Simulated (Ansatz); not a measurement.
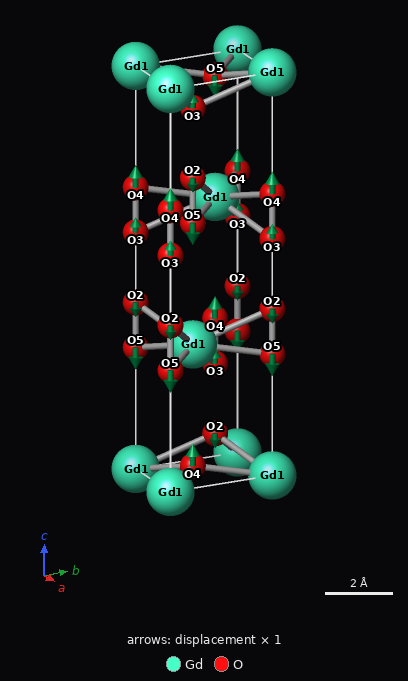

This is a relaxation of crystalline GdO4 (a generated structure, set up in R-3m) (coarse preliminary run). The starting structure is drawn; green arrows show the displacements (the part carried along by the change of the cell is left out), at their true length.

Style: ball-and-stick. Shown: the conventional cell (3 times the calculation's cell), slightly off an axis. Lengths and directions refer to the drawn axes.

Level of theory: DFT PBE, scalar-relativistic, plane waves, PAW in Ansatz. (plane-wave cutoff 420 eV; k-point mesh 6 × 6 × 6; occupations gaussian; smearing width 0.1 eV; collinear spin; cell and atoms relaxed; force threshold 0.04 eV/Å; at most 70 steps)

Q: Describe the change and its energy.

A: The largest moves relative to the cell, 0.68 Å, are those of O4 and O5. O4 goes along +c. Gd stays in place. Cell: a = b 4.287 → 4.306 Å (+0.4 %), c 12.336 → 10.462 Å (−15.2 %). Volume −14.4 %. Near-neighbour distances that change, for instance: Gd1–O4 3.718 → 2.468 Å, Gd1–O4 (another image) 2.506 → 2.687 Å, Gd1–O2 2.663 → 2.515 Å, O2–O5 1.378 → 1.400 Å. New bonds form: Gd1–O4 (3.72 → 2.47 Å), Gd1–O5 (3.72 → 2.47 Å). Bond angles that change, for instance: Gd1–O5–O2 81.0° → 67.7°, Gd1–O3–O4 68.3° → 81.3°, Gd1–O5–Gd1 117.6° → 106.5°. The space group stays R-3m (No. 166). The energy falls by 146 meV per atom in 14 accepted moves (17 points after the start). Largest force component: 1.3 eV/Å at the start, 0.004 eV/Å at the end. The pressure goes from 0.43 to −0.08 GPa. The line search rejected the trial step at point 12 of the run. The SCF was repeated twice at an unchanged geometry on a basis and grid sized afresh for the cell, which shifted the energy by 2.4 meV per atom at most. Cost: 3.1 min on 1 thread of Arm Neoverse V1, with other jobs on the host, peak memory 0.42 GiB.
